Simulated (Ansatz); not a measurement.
## Electronic structure of FeSi in real space

```xyz
2
Lattice="2.6744 0.0000 0.0000 0.0000 2.6744 0.0000 0.0000 0.0000 2.6744" Properties=species:S:1:pos:R:3 pbc="T T T"
Fe    0.0000    0.0000    0.0000
Si    1.3372    1.3372    1.3372
```

Space group Pm-3m; a generated structure, not necessarily the stable one; changed on purpose from its base cell (volume × 0.9); computed pressure about 19 GPa in this cell; computed without spin polarisation.

Computed with DFT PBEsol, scalar-relativistic, plane waves, PAW (Ansatz).

In a PAW calculation such maps are meaningful between the atoms, not at the nuclei.

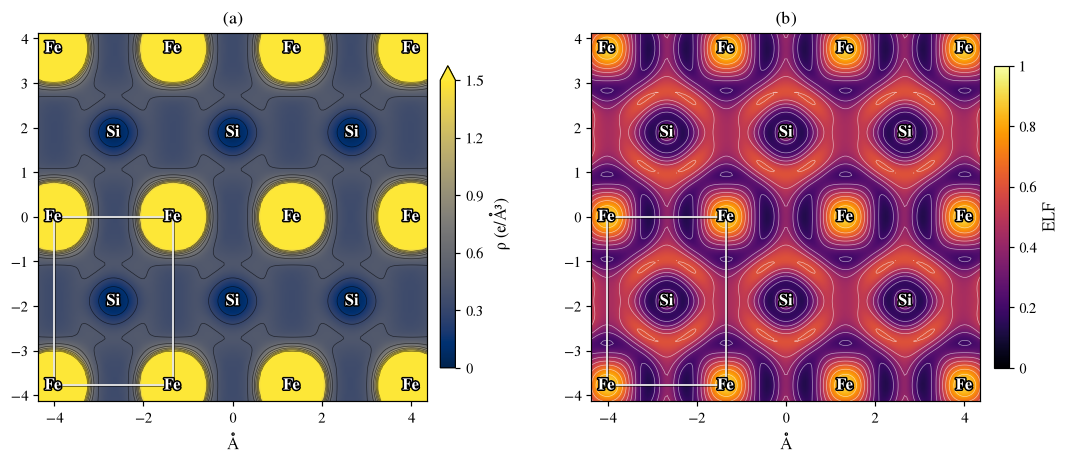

Figure 1. (a) valence pseudo-density; (b) electron localisation function on the (110) plane of the conventional cell.

> What do the fields say about this system?

- The plane passes through Fe and Si nuclei.
- Fe–Si (2.32 Å): the density is about 0.49 e/Å³ at the midpoint; the ELF peaks at about 0.60 in the valence shell of Si, 0.9 Å from its nucleus, and is about 0.40 at the midpoint.
- Between the atoms the lowest density in this plane is 0.34 e/Å³.
- The features right at Fe lie inside the PAW spheres, where the map follows smoothed inner orbitals and isn't to be read closely.

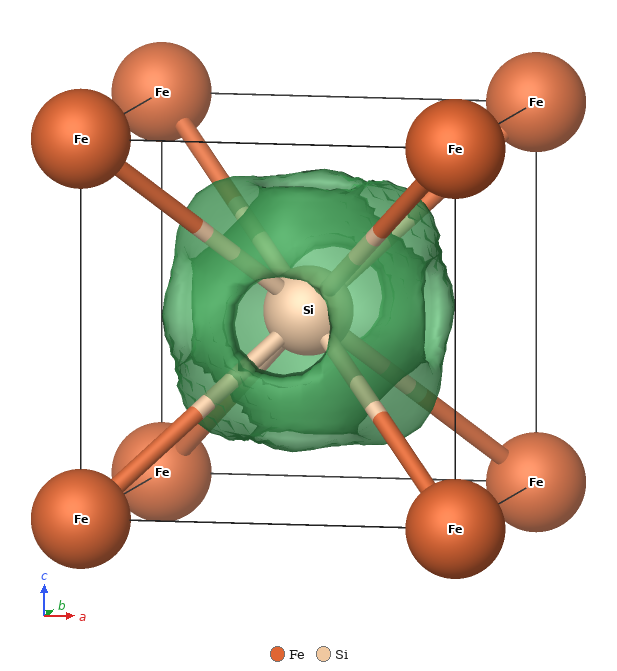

Figure 2. Isosurface of the electron localisation function at 0.55 (green), seen slightly off an axis. Only the valence region is drawn (cores and ρ < 0.01 e/Å³ removed). Sticks mark near contacts.

> What do the ELF domains correspond to?

The surface consists of one region wrapped around Si (its valence shell), counted in one cell of 2 atoms. Any copies at cell faces, edges or corners count once.

> Does the calculation give a band gap?

It is metallic or semimetallic at this level of theory: no gap opens.
